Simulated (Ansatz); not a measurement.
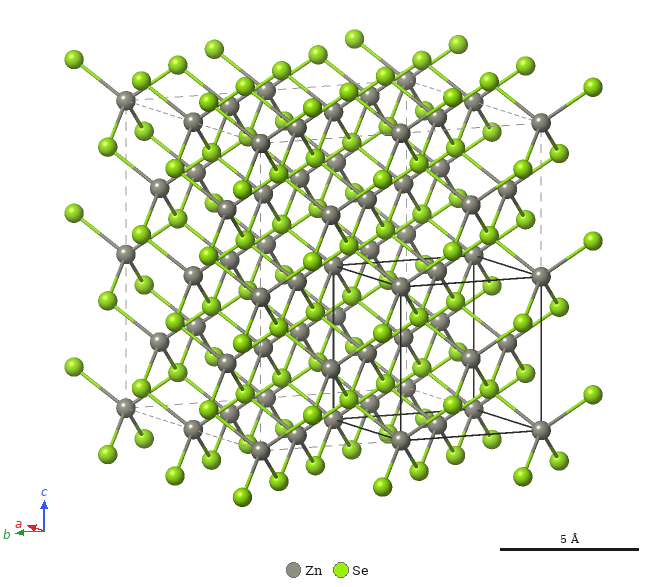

This ball-and-stick model is shown from a general direction. The picture spans 2×2×2 cells, one conventional unit cell being drawn with solid lines. Some neighbours outside the box are added. Cell: a = 5.665 Å, b = 5.665 Å, c = 5.665 Å, α = 90.00°, β = 90.00°, γ = 90.00°.

Composition: ZnSe. The symmetry is that of F-43m (No. 216), on a face-centred cubic lattice. In terms of structure types, this is zinc blende (sphalerite type). It has 8 atoms to the cell (4 Zn, 4 Se). The Zn atoms are each bonded to four Se in a tetrahedral arrangement at about 2.5 Å. Se sits among four Zn in a tetrahedral arrangement at about 2.5 Å. The bonds build a three-dimensional framework.

The structure was taken from a structure listed in the Materials Project. Earlier steps of the study may have refined or changed the cell and positions. An electronic-structure calculation with Ansatz was run on it.

At this level of theory the cell isn't at rest (compressed, at 10 GPa), so its distances can differ from those at equilibrium, the more so the softer the solid.
